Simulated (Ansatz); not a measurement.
# HC10N (slab): what the fields show

```yaml
crystal:
  lattice:
    - [2.46498, 0.00000, 0.00000]
    - [-1.23249, 2.13474, 0.00000]
    - [0.00000, 0.00000, 33.47687]
  atoms:
    - { symbol: C, position: [0.00000, 0.00000, 0.25391] }
    - { symbol: C, position: [0.66667, 0.33333, 0.25391] }
    - { symbol: C, position: [0.00000, 0.00000, 0.35455] }
    - { symbol: C, position: [0.33333, 0.66667, 0.35455] }
    - { symbol: C, position: [0.09833, 0.05418, 0.45528] }
    - { symbol: C, position: [0.76492, 0.38748, 0.45527] }
    - { symbol: C, position: [0.14042, 0.07117, 0.55588] }
    - { symbol: C, position: [0.47379, 0.73784, 0.55587] }
    - { symbol: C, position: [0.19434, 0.09405, 0.65659] }
    - { symbol: C, position: [0.86097, 0.42744, 0.65659] }
    - { symbol: N, position: [0.53733, 0.76767, 0.74870] }
    - { symbol: H, position: [0.53300, 0.76205, 0.78000] }
```

The SCF solution may not be the lowest one.

Method: DFT PBE+D3(BJ), scalar-relativistic, plane waves, PAW (Ansatz).

In a PAW calculation such maps are meaningful between the atoms, not at the nuclei.

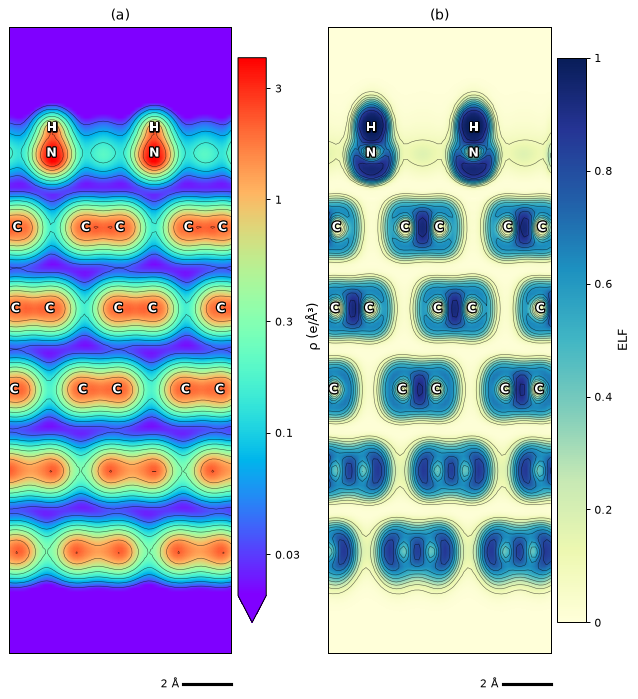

Figure 1. (a) valence charge density (pseudo); (b) ELF on the (110) plane of the calculation cell, a cut from vacuum to vacuum.

Question: What do the fields say about this system?

Answer:
- The section cuts through C, N and H sites.
- Atoms just off the plane (C, 0.4 Å away) can leave unmarked features too.
- N–H (1.05 Å): ρ at the midpoint is about 2.8 e/Å³; the ELF climbs to about 1 towards the hydrogen, as it does in any bond to H (a covalent bond by its length).
- C–C (1.42 Å): ρ is about 2 e/Å³ halfway; the ELF peaks at about 0.95 between the atoms.
- The density dies away to nearly zero in the vacuum.
- The ELF also peaks beside N, away from the bonds: lone-pair regions.

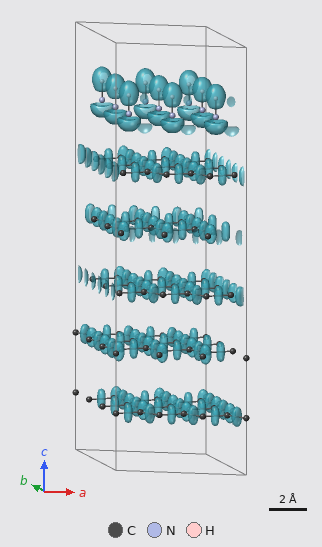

Figure 2. Isosurface of the ELF at 0.85 (cyan), seen slightly off an axis. Only the valence region is drawn (cores and ρ < 0.01 e/Å³ removed). Sticks mark near contacts.

Question: What do the ELF domains correspond to?

Answer: The surface consists of 15 regions between bonded C–C atoms, one region around a hydrogen nucleus and one lobe on N, pointing away from the bonds (lone pairs), counted in one cell of 12 atoms. Counts are for one cell; the picture repeats the cell along the surface.
